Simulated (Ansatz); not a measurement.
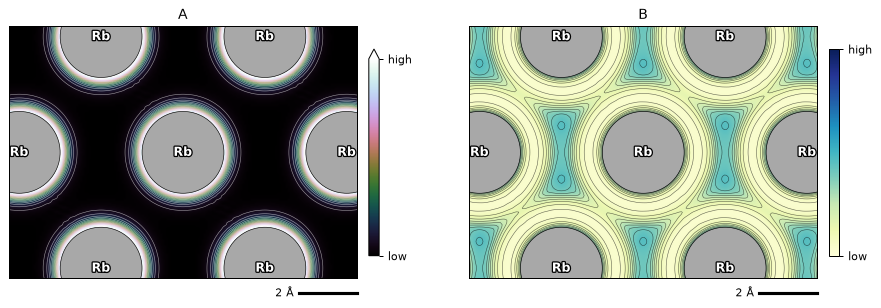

Rb: 2 fields on the (101̄) plane of the conventional cell, with unlabelled colour scales. Grey discs cover the atomic cores.

Space group Im-3m.

Theory: Ansatz, Kohn-Sham DFT of a periodic cell, HSE03, PseudoDojo LDA.

Match the panels to the quantities (electron localisation function and valence pseudo-density).

Answer. Panel A: valence pseudo-density. Panel B: electron localisation function. From the grid: Rb–Rb (4.85 Å): ρ is about 0.01 e/Å³ halfway; the ELF is about 0.15 at the midpoint (no shared electron pair shows on this line).
